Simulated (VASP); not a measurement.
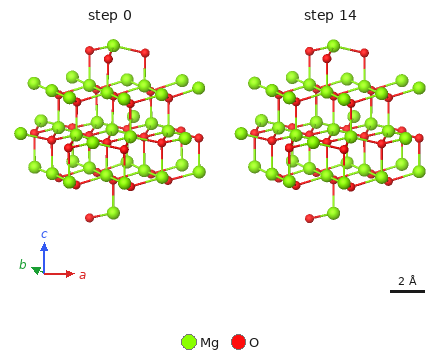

The structure of a crystal of MgO (set up in P1) before (left) and after (right) a relaxation, at one scale.

A ball-and-stick model of the atoms within 5.8 Å of the atom that moves most (axes of the cell of the calculation), seen slightly off an axis.

The run lets the atoms move in a fixed cell.

Level of theory: Kohn-Sham DFT of a periodic cell, PBE, VASP PAW PBE potentials, recommended in VASP 6.6.1.

Input file:
```
PREC = Accurate
ENCUT = 450
EDIFF = 1E-5
ISMEAR = 0
SIGMA = 0.05
LREAL = Auto
LASPH = T
NELM = 100
ALGO = Fast
ISIF = 2
LWAVE = F
LCHARG = F
GGA = PE
IBRION = 2
NSW = 15
EDIFFG = -0.005
NSIM = 4
LUSENCCL = F
```

Run as
```bash
cat potpaw_PBE.64/Mg/POTCAR potpaw_PBE.64/O/POTCAR > POTCAR
mpirun -np 1 vasp_std > vasp.out
```

Q: Describe what moved and what it gained.

A: The relaxation stopped without meeting its thresholds, so the last structure isn't shown to be converged. A Mg atom moves most: 0.097 Å along [2 1 0]. Largest moves by element: Mg 0.097 Å, O 0.093 Å. The cell stays as it was. Near-neighbour distances that change, for instance: Mg–O 2.060 → 1.974 Å, Mg–O 2.067 → 1.994 Å, Mg–O 1.901 → 1.974 Å, Mg–O 1.922 → 1.993 Å. Among the angles between lasting bonds that change: O–Mg–O 109.0° → 113.8°, Mg–O–Mg 118.2° → 113.9°, O–Mg–O 109.6° → 113.9°. The space group stays P1 (No. 1). After 14 geometry steps the energy has fallen by 13.6 meV per atom. Largest force component: 1.2 eV/Å at the start, 0.025 eV/Å at the end. It ran on 1 × NVIDIA H100 80GB with 1 thread of AMD EPYC 7R13 Processor (Zen 3), with other jobs on the host.
